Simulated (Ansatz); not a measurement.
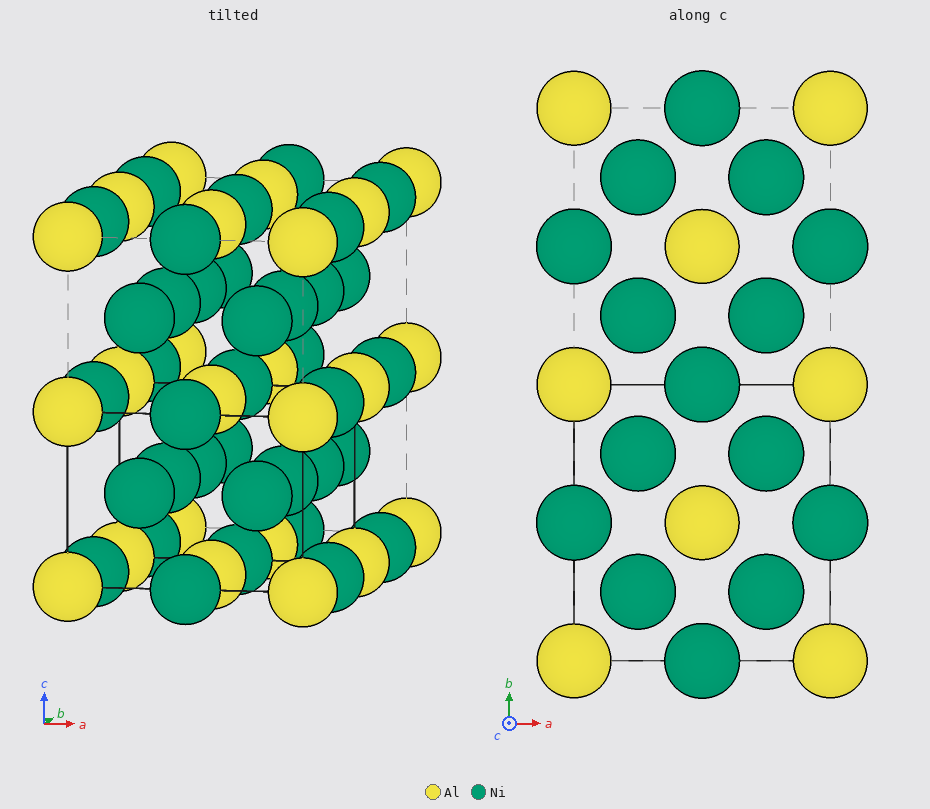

Spheres-only drawing of the structure, looking slightly off an axis and along the c axis. Shown are 1×2×2 repeats of the conventional unit cell, one of them outlined in solid lines.

It has the composition AlNi3. It takes space group Cmmm (No. 65) on a base-centred orthorhombic lattice. The cell comprises 2 formula units: 2 Al, 6 Ni. Each Al atom is coordinated by twelve Ni in a distorted cuboctahedral arrangement. Around each Ni lie eight Ni and four Al in a distorted cuboctahedral arrangement.

Starting structure: a structure listed in the Materials Project. The cell was then strained or its atoms displaced on purpose. Ansatz was used for an electronic-structure calculation on it.
